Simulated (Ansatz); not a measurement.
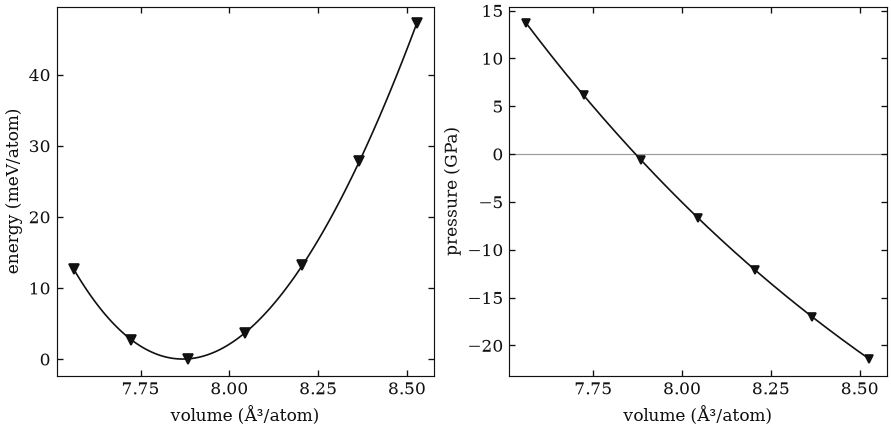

The figure shows the energy and pressure against volume for SiO₂, space group P4_2/mnm (No. 136).

Cell as given: a = 4.233 Å, b = 4.233 Å, c = 2.693 Å, α = 90.00°, β = 90.00°, γ = 90.00°; 6 atoms.

How it was computed, with Ansatz 0.2.0: all-electron LAPW DFT, no spin polarisation; energies at scaled volumes of the given cell, shape and fractions fixed, counted from the fit's minimum, third-order Birch-Murnaghan fit. Level: PBEsol.

```csv
setting,value
k mesh,6×6×10
occupations,Fermi–Dirac
smearing width,0.05 eV
potentials,"all electron LAPW, scalar relativistic"
program settings,basis error eV/atom 0.001
```

**How stiff is the solid, and where is its volume at rest?**

A third-order Birch–Murnaghan fit gives V0 = 7.87 Å³/atom, B0 = 316 GPa and B′ = 4.2.

**How does the pressure vary with volume?**

It falls from 13.65 GPa at volume 7.5618 Å³/atom to −21.42 GPa at 8.5271 Å³/atom, and changes sign near 7.87 Å³/atom.

Keep in mind: shape and atomic fractions are frozen while scaling, which makes layered, chain and framework solids too stiff.
